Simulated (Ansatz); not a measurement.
**Single-point calculation of BN**

BN (4 atoms in the cell), computed with DFT PBE, scalar-relativistic, plane waves, PAW, no spin polarisation (Ansatz 0.2.0).

The structure derives from a Materials Project entry. It belongs to a series of runs on one base structure; here: band edges sought over the zone.

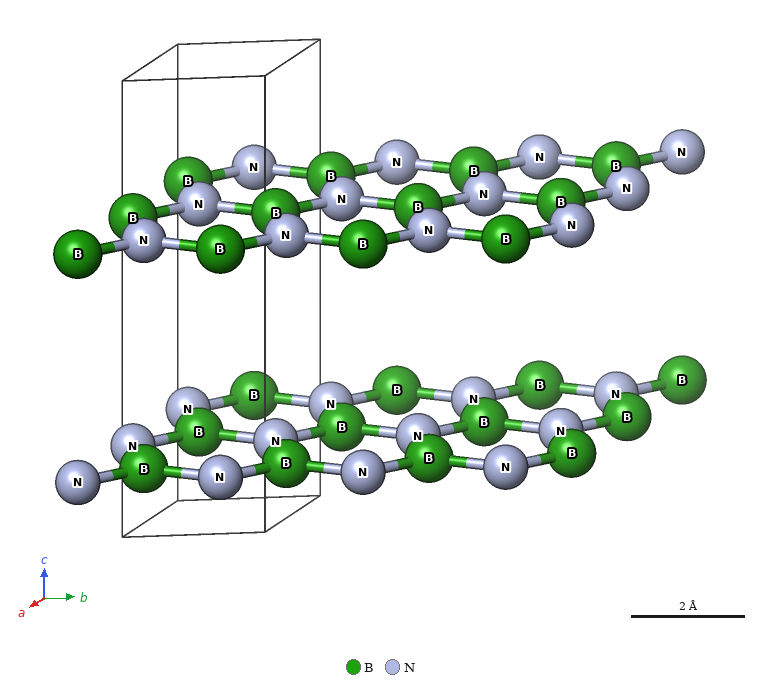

*The input geometry (ball-and-stick view of the cell of the calculation, repeated 3 × 4 × 1, seen slightly off an axis). An atom can appear more than once, as a periodic image.*

Near neighbours in the periodic cell (some may lie outside the picture): B has 3 N at 1.48 Å; N has 3 B at 1.48 Å.

Input
```yaml
crystal:
  lattice:
    - [2.562424785, 0.0, 0.0]
    - [-1.2812123925, 2.2191249591, 0.0]
    - [0.0, 0.0, 8.4557311117]
  atoms:
    - { symbol: B, position: [0.3333333333, 0.6666666667, 0.25] }
    - { symbol: B, position: [0.6666666667, 0.3333333333, 0.75] }
    - { symbol: "N", position: [0.3333333333, 0.6666666667, 0.75] }
    - { symbol: "N", position: [0.6666666667, 0.3333333333, 0.25] }
basis:
  ecutwfc: 420
kpoints:
  mp_grid: { grid: [12, 12, 4] }
  band_path: { path: [VBM, CBM], npoints: 2 }
hamiltonian:
  xc: pbe
scf:
  occupations: { method: gaussian, width: 0.02 }
output:
  forces: true
  stress: true
  eigenvalues: true
checkpoint:
  read: start.run
  write: ck
  compress: false
  write_wavefunctions: false
  write_every: 100000
```

Machine: 1 thread of Intel Xeon (Granite Rapids), 32 GiB of memory available, shared host.

Run as:
```bash
ansatz run input.yaml --threads 1 --pin off --max-ram 2560MiB --backend cpu --events-out ev --progress --plain --runs-dir out
```

Output
```
Engine: ansatz 0.2.0, x86_64-unknown-linux-gnu
Pseudopotentials: kind: paw
Pseudopotential: B, paw, valence charge 3, recommended cutoff 420 eV (normal), B.paw.azcp
Pseudopotential: N, paw, valence charge 5, recommended cutoff 420 eV (normal), N.paw.azcp
Functional definition: PBE
  parameter kappa = 0.804
  parameter beta = 0.06672455060314922
  exchange = pbe_x(kappa = kappa, mu = beta*pi^2/3)
  correlation = pbe_c(beta = beta)
Crystal: 4 atoms, lattice volume = 48.082 Å³
Basis set: ecut = 420 eV, 959 PW (Γ), exchange–correlation on 36×36×120 points (8 copies of the dense FFT grid, shifted against one another)
Bands: 12, of which v1, the nominal top of the filled ones, is band 8 counted from 1 (7 counted from 0)
Symmetry: 24 space group operations
Space group: P63/mmc (ITA 194), of the structure as read, at distance tolerance 3.6e-5 Å
k-points: 57 of 576
Non-local potential: B, projectors of the file, l = 0: 2, l = 1: 2, l = 2: 1
Non-local potential: N, projectors of the file, l = 0: 2, l = 1: 2, l = 2: 1
PAW form: soft (Blöchl's): semilocal exchange-correlation on the pseudo side does not see the compensation charge
PAW one-centre angular grid: B, 110 points (default); XC on 64 Gauss nodes
PAW one-centre angular grid: N, 110 points (default); XC on 64 Gauss nodes
Initial density: read from a saved state, or passed on in memory by an earlier SCF of this step, an earlier step, the calling program or the single point that the run made first
Initial wavefunctions: pseudopotential atomic-orbital guess
Functional: x = pbe(κ = 0.804, μ = 0.2195149727645171), c = pbe(β = 0.06672455060314922)
iter 1 solved again at ethr=1.99e-8 eV; its pass at ethr=3.10e-3 eV (dr2=3.19e-6 eV) is discarded
SCF iter   1: F=—  HF=-1084.769312 eV  |F-HF|=—  |Δ(HF+E_count)|=         —  Δρ=1.76e-7  dr2=8.72e-12  ethr=1.99e-8  ⟨swp⟩=3.4  Hψ=6459  notcnv=0
eigensolver tolerance schedule: the retry pair's looser diagonalisation over-reported the residual by 365587.38 of it (diagonalisation noise at an unbounded share of the residual, at the tolerance the schedule requests for it); recorded, not acted on — ethr = c·dr2/N_el stays at c = 1.0e-1
preconditioner: auto → none  [insulator: Δε(μ)=4.400 eV  Ē_g=14.896 eV  σ=0.020 eV  W_gap=1.00  n_scr=6 (ndim 8)  ℏωp=21.4 eV  f_vac=0.234  D(μ)=0.00/eV (n_scr^D=0)  ε∞_Penn≈3.1]
SCF iter   2: F=-1084.769312 eV  HF=-1084.769312 eV  |F-HF|=2.05e-12  |Δ(HF+E_count)|=  3.02e-11  Δρ=1.14e-7  dr2=4.73e-12  ethr=1.00e-12  ⟨swp⟩=5.5  Hψ=2712  notcnv=0
SCF 1 converged in 2 iterations: F = -1084.769312 eV  dr2 = 4.73e-12
  greatest PAW one-centre occupation: 0.789 electrons in one spin orbital (limit 2), on the N atom at site 3 (counted from 0), in its partial waves of l = 0
NSCF: frozen V_eff on 28 k-points
NSCF: frozen V_eff on 28 k-points
NSCF: frozen V_eff on 28 k-points
NSCF: frozen V_eff on 28 k-points
NSCF: frozen V_eff on 4 k-points
NSCF: frozen V_eff on 11 k-points
NSCF: frozen V_eff on 18 k-points
NSCF: frozen V_eff on 13 k-points
NSCF: frozen V_eff on 11 k-points
NSCF: frozen V_eff on 8 k-points
NSCF: frozen V_eff on 6 k-points
NSCF: frozen V_eff on 2 k-points
NSCF: frozen V_eff on 5 k-points
NSCF: frozen V_eff on 3 k-points
SCF converged after 2 iterations
Free energy (F): -1084.769312 eV
Harris-Foulkes:  -1084.769312 eV  (|F-HF|=2.05e-12)
Internal energy: -1084.769312 eV  (E = F + TS)
E sigma→0 (E₀):  -1084.769312 eV
Fermi energy:    4.359820 eV
--- Per-component energies (eV) ---
  E_band       = -76.911846
  E_kinetic    = 359.654513
  E_local      = -951.902060  (includes V_loc(G=0)·N_el)
  E_nonlocal   = 114.218570
  E_hartree    = 336.116454
  E_xc         = -182.542432
  E_vxc        = -226.321630  (∫ρ·V_xc dr)
  E_paw        = -412.832709  (= ΣΔE_a)
  E_vpaw       = -44.794344  (= ΣTr[D̂ρ^β])
  E_aug_tail   = 0.000207  (compensation charges beyond the density's cutoff)
  E_ewald      = -347.481855
  E_smearing   = -0.000000  (= −TS)
  E_closure    = -0.000000  (closes the sum)
  Σ components = -1084.769312   (vs F -1084.769312, Δ=0.00e0)
--- Forces (eV/Å), atoms counted from 1 ---
  atom   1  B      0.00000000    -0.00000000     0.00000000
  atom   2  B      0.00000000     0.00000000     0.00000000
  atom   3  N      0.00000000    -0.00000000     0.00000000
  atom   4  N      0.00000000     0.00000000     0.00000000
  max |Σ_I F_I| component: 3.05e-16 eV/Å
--- Stress (GPa, compression-positive) ---
      -15.212280       0.000000       0.000000
       -0.000000     -15.212280       0.000000
        0.000000       0.000000       0.014675
  P = ⅓ Tr σ = -10.1366 GPa (-101.366 kbar)
--- Band table (eV; the first three rows and the last of 57) ---
  k-point 0: bands = ["-15.1206", "-15.0837", "-3.0188", "-2.4460", "0.7493", "0.7493", "0.7506", "0.7506", "6.5596", "9.8134", "11.5835", "13.2040"]
  k-point 1: bands = ["-15.1153", "-15.0892", "-2.9422", "-2.5384", "0.7491", "0.7491", "0.7503", "0.7503", "6.8900", "8.9928", "12.2492", "13.2058"]
  k-point 2: bands = ["-15.1022", "-15.1022", "-2.7478", "-2.7478", "0.7499", "0.7499", "0.7499", "0.7499", "7.7865", "7.7865", "13.0822", "13.0822"]
  k-point 56: bands = ["-11.6955", "-11.6955", "-5.3667", "-5.3667", "-4.9192", "-4.9192", "2.1599", "2.1599", "6.6649", "6.6649", "14.1297", "14.1297"]
```

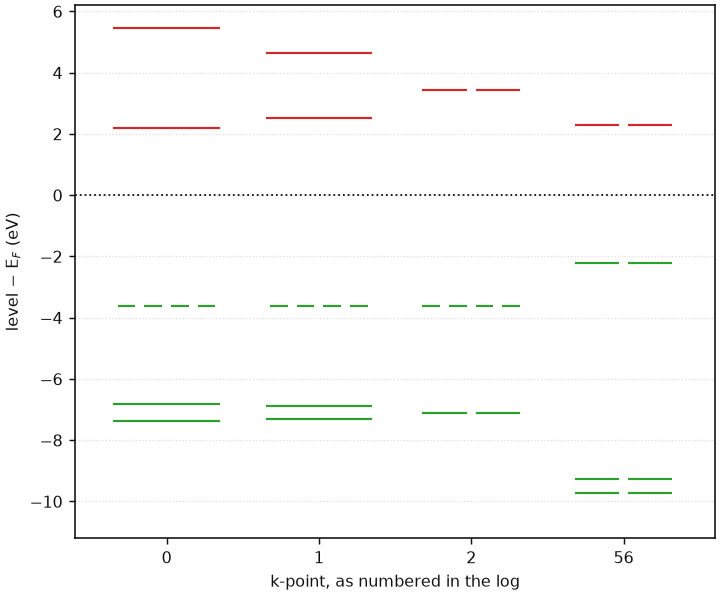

*Kohn–Sham levels near the Fermi level (dotted) at the few k-points that the log prints; levels within 0.02 eV of each other stand side by side.*

Among these points the highest filled and lowest empty levels are 4.40 eV apart, which is the gap on the mesh.

Summary

```csv
quantity,value
outcome,converged
space group (tolerance 0.01 Å),P6₃/mmc (194)
electrons treated,16
free energy,−1084.7693 eV
Fermi energy,4.360 eV
gap on the k-point mesh,4.40 eV
gap on the band path,4.40 eV
pressure,−10.14 GPa
largest force (length of the vector),under 0.001 eV/Å
wall time,1.9 s
peak memory,0.37 GiB
```
